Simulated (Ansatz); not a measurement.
Run report: GaAs, single-point calculation (part 1 of 2)

The run: single-point calculation of GaAs (32 atoms in the cell). Method and program: DFT, LDA, plane waves, PAW, no spin polarisation (Ansatz 0.2.0).

The structure derives from a Materials Project entry. It belongs to a series of runs on one base structure; here: the perfect crystal in a cell of 32 atoms.

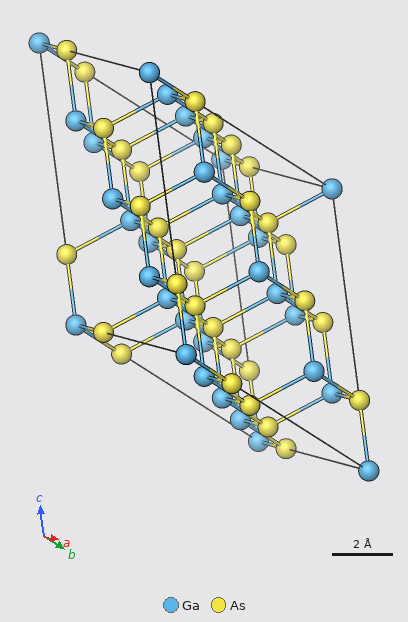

**Figure 1.** The structure as given in the input (ball-and-stick view of the cell of the calculation, seen slightly off an axis). Near neighbours in the crystal (not all of them lie inside the picture): Ga has 4 As at 2.43 Å; As has 4 Ga at 2.43 Å.

### Key numbers

- outcome: converged
- space group (tolerance 0.01 Å): F-43m (216)
- electrons treated: 448
- free energy: −135700.7411 eV
- Fermi energy: 8.482 eV
- gap on the k-point mesh: 0.49 eV
- pressure: −0.03 GPa
- largest force (length of the vector): under 0.001 eV/Å
- hardware: 4 threads of Arm Neoverse V1, 112 GiB of memory available, shared host
- wall time: 48 s (CPU time 2.7 min)
- peak memory: 3.1 GiB

### Remarks

Settings chosen away from the usual ones: the perfect crystal in a cell of 32 atoms. These settings are looser than, or depart from, a standard set-up, so the numbers are not reference values for this system.

### Input
```yaml
crystal:
  lattice:
    - [-5.6033815714, 5.6033815714, 5.6033815714]
    - [5.6033815714, -5.6033815714, 5.6033815714]
    - [5.6033815714, 5.6033815714, -5.6033815714]
  atoms:
    - { symbol: Ga, position: [0.0, 0.25, 0.75] }
    - { symbol: Ga, position: [0.0, 0.5, 0.5] }
    - { symbol: Ga, position: [0.0, 0.75, 0.25] }
    - { symbol: Ga, position: [0.25, 0.0, 0.75] }
    - { symbol: Ga, position: [0.0, 0.0, 0.0] }
    - { symbol: Ga, position: [0.25, 0.25, 0.5] }
    - { symbol: Ga, position: [0.25, 0.5, 0.25] }
    - { symbol: Ga, position: [0.5, 0.75, 0.75] }
    - { symbol: Ga, position: [0.25, 0.75, 0.0] }
    - { symbol: Ga, position: [0.5, 0.0, 0.5] }
    - { symbol: Ga, position: [0.5, 0.25, 0.25] }
    - { symbol: Ga, position: [0.75, 0.5, 0.75] }
    - { symbol: Ga, position: [0.5, 0.5, 0.0] }
    - { symbol: Ga, position: [0.75, 0.75, 0.5] }
    - { symbol: Ga, position: [0.75, 0.0, 0.25] }
    - { symbol: Ga, position: [0.75, 0.25, 0.0] }
    - { symbol: As, position: [0.75, 0.0, 0.5] }
    - { symbol: As, position: [0.75, 0.25, 0.25] }
    - { symbol: As, position: [0.75, 0.5, 0.0] }
    - { symbol: As, position: [0.0, 0.75, 0.5] }
    - { symbol: As, position: [0.75, 0.75, 0.75] }
    - { symbol: As, position: [0.0, 0.0, 0.25] }
    - { symbol: As, position: [0.0, 0.25, 0.0] }
    - { symbol: As, position: [0.25, 0.5, 0.5] }
    - { symbol: As, position: [0.0, 0.5, 0.75] }
    - { symbol: As, position: [0.25, 0.75, 0.25] }
    - { symbol: As, position: [0.25, 0.0, 0.0] }
    - { symbol: As, position: [0.5, 0.25, 0.5] }
    - { symbol: As, position: [0.25, 0.25, 0.75] }
    - { symbol: As, position: [0.5, 0.5, 0.25] }
    - { symbol: As, position: [0.5, 0.75, 0.0] }
    - { symbol: As, position: [0.5, 0.0, 0.75] }
basis:
  ecutwfc: 420
  xc_grid: 2
kpoints:
  mp_grid: { grid: [3, 3, 3], shift: [0.0, 0.0, 0.0] }
hamiltonian:
  xc: lda
scf:
  occupations: { method: gaussian, width: 0.02 }
output:
  forces: true
  stress: true
  eigenvalues: true
```

Launch command:
```bash
ansatz run input.yaml --threads 4 --pin off --max-ram 8192MiB --backend cpu --events-out ev --progress --plain --runs-dir out
```

### What the program printed
```
Engine: ansatz 0.2.0, aarch64-unknown-linux-gnu
Pseudopotentials: kind: paw
Pseudopotential: Ga, paw, valence charge 13, recommended cutoff 420 eV (normal), Ga.paw.azcp
Pseudopotential: As, paw, valence charge 15, recommended cutoff 420 eV (normal), As.paw.azcp
Functional definition: SPW92
  exchange = slater_x
  correlation = pw_c
Crystal: 32 atoms, lattice volume = 703.737 Å³
Basis set: ecut = 420 eV, 13811 PW (Γ), exchange–correlation on 144×144×144 points (8 copies of the dense FFT grid, shifted against one another)
Bands: 269, of which v1, the nominal top of the filled ones, is band 224 counted from 1 (223 counted from 0)
Symmetry: 384 space group operations
Space group: F-43m (ITA 216), of the structure as read, at distance tolerance 8.9e-5 Å
k-points: 4 of 27 (time reversal used)
Non-local potential: Ga, projectors of the file, l = 0: 2, l = 1: 2, l = 2: 3, l = 3: 1
Non-local potential: As, projectors of the file, l = 0: 2, l = 1: 2, l = 2: 3, l = 3: 1
PAW form: soft (Blöchl's): semilocal exchange-correlation on the pseudo side does not see the compensation charge
PAW frozen core: Ga, regenerated for the run's functional, and the local potential with it (the file was generated under x = pbe(κ = 0.804, μ = 0.2195149727645171), c = pbe(β = 0.06672455060314922))
PAW frozen core: As, regenerated for the run's functional, and the local potential with it (the file was generated under x = pbe(κ = 0.804, μ = 0.2195149727645171), c = pbe(β = 0.06672455060314922))
PAW one-centre angular grid: Ga, 590 points (default); XC on 64 Gauss nodes
PAW one-centre angular grid: As, 590 points (default); XC on 64 Gauss nodes
Initial density: superposition of atomic densities (neutral atoms: chi_scale 0, normalization atom), corrected by the library's trained network
Initial wavefunctions: pseudopotential atomic-orbital guess
Functional: x = slater, c = lda
SCF iter   1: F=—  HF=-135700.796589 eV  |F-HF|=—  |Δ(HF+E_count)|=         —  Δρ=5.28e-3  dr2=1.22e-1  ethr=1.77e-3  ⟨swp⟩=6.0  Hψ=3564  notcnv=0  defer=9
preconditioner: auto → Resta (q_TF=auto, 2.530 Å⁻¹)  ε∞=3.7  [insulator: Δε(μ)=0.459 eV  Ē_g=14.572 eV  σ=0.020 eV  W_gap=1.00  n_scr=200 (ndim 8)  ℏωp=23.8 eV  f_vac=0.083  D(μ)=0.00/eV (n_scr^D=0)  ε∞_Penn≈3.7]
SCF iter   2: F=—  HF=-135700.745149 eV  |F-HF|=—  |Δ(HF+E_count)|=   5.14e-2  Δρ=2.82e-3  dr2=3.12e-2  ethr=2.71e-5  ⟨swp⟩=3.0  Hψ=2159  notcnv=0  defer=157
SCF iter   3: F=—  HF=-135700.741050 eV  |F-HF|=—  |Δ(HF+E_count)|=   4.10e-3  Δρ=6.03e-4  dr2=2.11e-3  ethr=6.97e-6  ⟨swp⟩=2.0  Hψ=1108  notcnv=0  defer=121
automatic band count: iteration 3 solves 260 bands in place of 269: the levels show a gap, and the empty bands left out lie too high to hold charge; the band table lists the bands solved (type scf.n_extra_bands for more)
SCF iter   4: F=—  HF=-135700.741032 eV  |F-HF|=—  |Δ(HF+E_count)|=   1.76e-5  Δρ=1.45e-4  dr2=2.19e-4  ethr=4.71e-7  ⟨swp⟩=2.0  Hψ=1815  notcnv=0  defer=121
SCF iter   5: F=—  HF=-135700.740935 eV  |F-HF|=—  |Δ(HF+E_count)|=   9.74e-5  Δρ=8.08e-5  dr2=3.84e-5  ethr=4.89e-8  ⟨swp⟩=2.0  Hψ=1814  notcnv=0  defer=121
SCF iter   6: F=—  HF=-135700.741115 eV  |F-HF|=—  |Δ(HF+E_count)|=   1.80e-4  Δρ=2.60e-5  dr2=3.98e-6  ethr=8.58e-9  ⟨swp⟩=2.0  Hψ=1495  notcnv=0  defer=121
SCF iter   7: F=—  HF=-135700.741114 eV  |F-HF|=—  |Δ(HF+E_count)|=   9.92e-7  Δρ=7.16e-6  dr2=2.57e-7  ethr=8.87e-10  ⟨swp⟩=2.0  Hψ=1815  notcnv=0  defer=121
SCF iter   8: F=-135700.741113 eV  HF=-135700.741113 eV  |F-HF|=4.71e-9  |Δ(HF+E_count)|=   3.00e-8  Δρ=1.34e-6  dr2=9.95e-9  ethr=2.23e-11  ⟨swp⟩=8.8  Hψ=4419  notcnv=0
SCF 1 converged in 8 iterations: F = -135700.741113 eV  dr2 = 9.95e-9
  greatest PAW one-centre occupation: 0.999 electrons in one spin orbital (limit 2), on the As atom at site 31 (counted from 0), in its partial waves of l = 2
```

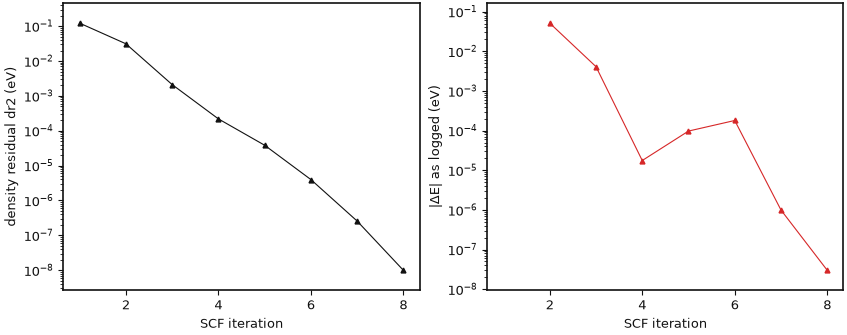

**Figure 2.** Convergence of the self-consistent field: density residual dr2 and size of the energy change against the SCF iteration. The residual falls at every step.

```
SCF converged after 8 iterations
Free energy (F): -135700.741113 eV
Harris-Foulkes:  -135700.741113 eV  (|F-HF|=4.71e-9)
Internal energy: -135700.741113 eV  (E = F + TS)
E sigma→0 (E₀):  -135700.741113 eV
Fermi energy:    8.481557 eV
--- Per-component energies (eV) ---
  E_band       = -5040.657940
  E_kinetic    = 3534.968139
  E_local      = -62203.955885  (includes V_loc(G=0)·N_el)
  E_nonlocal   = -3817.252866
  E_hartree    = 31331.613379
  E_xc         = -2373.136567
  E_vxc        = -2222.498126  (∫ρ·V_xc dr)
  E_paw        = -58666.436696  (= ΣΔE_a)
  E_vpaw       = -2995.149266  (= ΣTr[D̂ρ^β])
  E_aug_tail   = -0.001706  (compensation charges beyond the density's cutoff)
  E_ewald      = -43567.398270
  E_core_change = 60.859359  (= ΣΔE_core)
  E_smearing   = -0.000000  (= −TS)
  E_closure    = 0.000000  (closes the sum)
  Σ components = -135700.741113   (vs F -135700.741113, Δ=0.00e0)
--- Forces (eV/Å), atoms counted from 1 ---
  atom   1  Ga     0.00000000     0.00000000     0.00000000
  atom   2  Ga     0.00000000     0.00000000     0.00000000
  atom   3  Ga     0.00000000     0.00000000    -0.00000000
  atom   4  Ga     0.00000000     0.00000000    -0.00000000
  atom   5  Ga     0.00000000     0.00000000    -0.00000000
  atom   6  Ga     0.00000000     0.00000000     0.00000000
  atom   7  Ga     0.00000000     0.00000000     0.00000000
  atom   8  Ga     0.00000000     0.00000000    -0.00000000
  atom   9  Ga     0.00000000     0.00000000    -0.00000000
  atom  10  Ga     0.00000000     0.00000000    -0.00000000
  atom  11  Ga     0.00000000    -0.00000000    -0.00000000
  atom  12  Ga     0.00000000     0.00000000     0.00000000
  atom  13  Ga     0.00000000     0.00000000    -0.00000000
  atom  14  Ga     0.00000000     0.00000000     0.00000000
  atom  15  Ga     0.00000000     0.00000000     0.00000000
  atom  16  Ga     0.00000000     0.00000000     0.00000000
  atom  17  As     0.00000000     0.00000000     0.00000000
  atom  18  As     0.00000000     0.00000000    -0.00000000
  atom  19  As    -0.00000000    -0.00000000    -0.00000000
  atom  20  As    -0.00000000    -0.00000000    -0.00000000
  atom  21  As     0.00000000    -0.00000000    -0.00000000
  atom  22  As    -0.00000000    -0.00000000     0.00000000
  atom  23  As     0.00000000    -0.00000000     0.00000000
  atom  24  As    -0.00000000    -0.00000000     0.00000000
  atom  25  As     0.00000000    -0.00000000     0.00000000
  atom  26  As    -0.00000000    -0.00000000     0.00000000
  atom  27  As    -0.00000000    -0.00000000     0.00000000
  atom  28  As     0.00000000    -0.00000000     0.00000000
  atom  29  As     0.00000000    -0.00000000     0.00000000
  atom  30  As    -0.00000000     0.00000000     0.00000000
  atom  31  As    -0.00000000     0.00000000    -0.00000000
  atom  32  As    -0.00000000     0.00000000     0.00000000
  max |Σ_I F_I| component: 1.29e-16 eV/Å
--- Stress (GPa, compression-positive) ---
       -0.033247      -0.000000      -0.000000
       -0.000000      -0.033247      -0.000000
       -0.000000      -0.000000      -0.033247
  P = ⅓ Tr σ = -0.0332 GPa (-0.332 kbar)
--- Band table (eV) ---
  k-point 0: bands = ["-27.0894", "-27.0894", "-27.0894", "-27.0885", "-27.0885", "-27.0885", "-27.0880", "-27.0880", "-27.0880", "-27.0880", "-27.0880", "-27.0880", "-27.0880", "-27.0880", "-27.0880", "-27.0880", "-27.0880", "-27.0880", "-27.0877", "-27.0877", "-27.0877", "-27.0877", "-27.0877", "-27.0877", "-27.0877", "-27.0877", "-27.0877", "-27.0877", "-27.0877", "-27.0877", "-27.0874", "-27.0874", "-27.0874", "-27.0874", "-27.0874", "-27.0874", "-27.0874", "-27.0874", "-27.0874", "-27.0874",
      "-27.0874", "-27.0874", "-27.0864", "-27.0864", "-27.0864", "-27.0864", "-27.0864", "-27.0864", "-27.0780", "-27.0780", "-27.0780", "-27.0774", "-27.0774", "-27.0772", "-27.0772", "-27.0772", "-27.0772", "-27.0772", "-27.0772", "-27.0772", "-27.0772", "-27.0772", "-27.0772", "-27.0772", "-27.0772", "-27.0772", "-27.0772", "-27.0772", "-27.0772", "-27.0772", "-27.0772", "-27.0772", "-27.0772", "-27.0772", "-27.0772", "-27.0772", "-27.0772", "-27.0763", "-27.0763", "-27.0763",
      "-6.8327", "-6.8327", "-6.8327", "-6.7956", "-6.7956", "-6.7956", "-6.7956", "-6.7956", "-6.7956", "-6.7956", "-6.7956", "-6.7956", "-6.7956", "-6.7956", "-6.7956", "-6.7107", "-6.7107", "-6.7107", "-6.6855", "-6.6855", "-6.6855", "-6.6855", "-6.6855", "-6.6855", "-6.6855", "-6.6855", "-6.6855", "-6.6855", "-6.6855", "-6.6855", "-6.6832", "-6.6832", "-6.6832", "-6.6832", "-6.6832", "-6.6832", "-6.6832", "-6.6832", "-6.6832", "-6.6832",
      "-6.6832", "-6.6832", "-6.6569", "-6.6569", "-6.6569", "-6.6569", "-6.6569", "-6.6569", "-6.6547", "-6.6547", "-6.6547", "-6.6282", "-6.6282", "-6.6282", "-6.6282", "-6.6282", "-6.6282", "-6.6282", "-6.6282", "-6.6282", "-6.6282", "-6.6282", "-6.6282", "-6.6259", "-6.6259", "-6.6259", "-6.6259", "-6.6259", "-6.6259", "-6.6259", "-6.6259", "-6.6259", "-6.6259", "-6.6259", "-6.6259", "-6.6259", "-6.6259", "-6.6127", "-6.6127", "-6.6127",
      "-4.7398", "-3.0351", "-3.0351", "-3.0351", "-3.0351", "-3.0351", "-3.0351", "-3.0351", "-3.0351", "-3.0351", "-3.0351", "-3.0351", "-3.0351", "-2.1297", "-2.1297", "-2.1297", "1.2404", "1.2404", "1.2404", "2.4539", "2.4539", "2.4539", "2.4539", "2.4539", "2.4539", "2.4539", "2.4539", "2.4539", "2.4539", "2.4539", "2.4539", "4.7298", "4.7298", "4.7298", "4.7298", "4.7298", "4.7298", "4.7298", "4.7298", "4.7298",
      "4.7298", "4.7298", "4.7298", "5.4592", "5.4592", "5.4592", "5.4592", "5.4592", "5.4592", "6.9695", "6.9695", "6.9695", "6.9695", "6.9695", "6.9695", "6.9695", "6.9695", "6.9695", "6.9695", "6.9695", "6.9695", "8.2381", "8.2381", "8.2381", "8.7241", "9.5405", "9.5405", "9.5405", "9.7826", "9.7826", "9.7826", "10.9222", "10.9222", "10.9222", "10.9222", "10.9222", "10.9222", "10.9222", "10.9222", "10.9222",
      "10.9222", "10.9222", "10.9222", "11.9333", "11.9333", "11.9333", "13.8378", "13.8378", "13.8378", "13.8378", "13.8378", "13.8378", "13.8378", "13.8378", "13.8378", "13.8378", "13.8378", "13.8378", "13.9055", "13.9055"]
```
